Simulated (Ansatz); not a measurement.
Read the following structure.

```
Cd Se
1.0
     6.22135    0.00000    0.00000
     0.00000    6.22135    0.00000
     0.00000    0.00000    6.22135
Cd Se
4 4
Direct
  0.00000 0.00000 0.00000
  0.00000 0.50000 0.50000
  0.50000 0.00000 0.50000
  0.50000 0.50000 0.00000
  0.25000 0.25000 0.75000
  0.25000 0.75000 0.25000
  0.75000 0.25000 0.25000
  0.75000 0.75000 0.75000
```

> Summarise the structure in words.

The solid is CdSe. The structure has F-43m (No. 216) symmetry and a face-centred cubic lattice. This arrangement goes by the name zinc blende (sphalerite type). The cell has 8 atoms, namely 4 Cd, 4 Se. Each Cd has four Se in a tetrahedral arrangement at 2.69 Å. Se is linked to four Cd in a tetrahedral arrangement at 2.69 Å. The bonds build a three-dimensional framework.

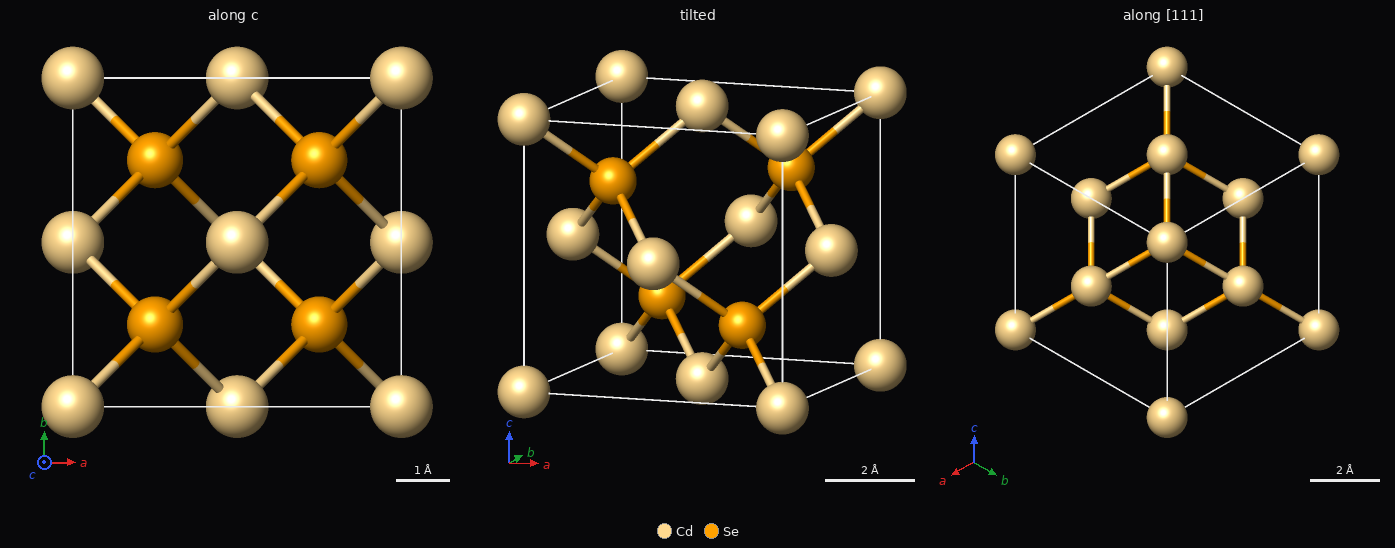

The image is a ball-and-stick drawing of a crystal, viewed along the c axis, slightly off an axis and along [111]. Thin lines show the conventional unit cell, with boundary atoms drawn in all their periodic places.

Provenance: a structure listed in the Materials Project. The cell was then strained or its atoms displaced on purpose. It was the input of a calculation with Ansatz.

At this level of theory the cell isn't at rest (stretched, at -5 GPa), so its distances can differ from those at equilibrium, the more so the softer the solid.
